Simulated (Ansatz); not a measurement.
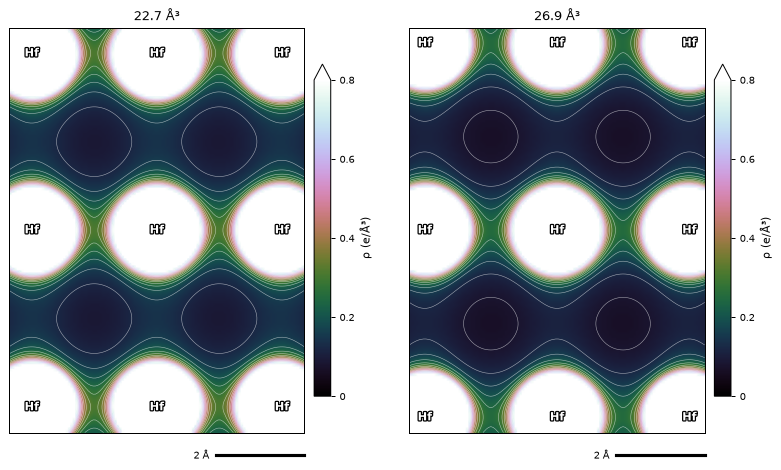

Hf. The valence charge density (pseudo) of cells scaled evenly to different volumes (given per atom above each panel), on the (101) plane of each (indices in the axes of the cell below), at one length scale and on one colour scale.

A generated structure, not necessarily the stable one.

All numbers below come from DFT, BLYP, plane waves (420 eV) with PAW, scalar-relativistic (Ansatz).

The density is the valence pseudo-density of a PAW calculation; it isn't the true density close to the nuclei.

The largest cell:

```cif
data_structure
_symmetry_space_group_name_H-M 'P 1'
_symmetry_Int_Tables_number 1
_cell_length_a 2.9944
_cell_length_b 2.9944
_cell_length_c 2.9944
_cell_angle_alpha 90.000
_cell_angle_beta 90.000
_cell_angle_gamma 90.000
_cell_volume 26.85
loop_
_atom_site_label
_atom_site_type_symbol
_atom_site_fract_x
_atom_site_fract_y
_atom_site_fract_z
_atom_site_occupancy
Hf1 Hf 0.00000 0.00000 0.00000 1
```

| volume (Å³/atom) | Hf–Hf contact in the plane (Å) | ρ at its midpoint (e/Å³) | pressure (GPa) | 
| --- | --- | --- | --- |
| 22.72 | 2.832 | 0.310 | 11.1 | 
| 25.82 | 2.956 | ? | ? | 
| 26.85 | 2.994 | 0.253 | −2.4 | 

Estimate the missing row, and compare with the calculation.

Answer. Over the known rows ln ρ falls by 1.25 per Å of Hf–Hf distance (the line through the two), which gives 0.265 e/Å³ at 2.956 Å; the calculation gives 0.265 e/Å³. For the pressure, a straight line in volume between the neighbouring rows gives 1.0 GPa; the calculation gives 0.1, lower because pressure rises ever faster on compression.
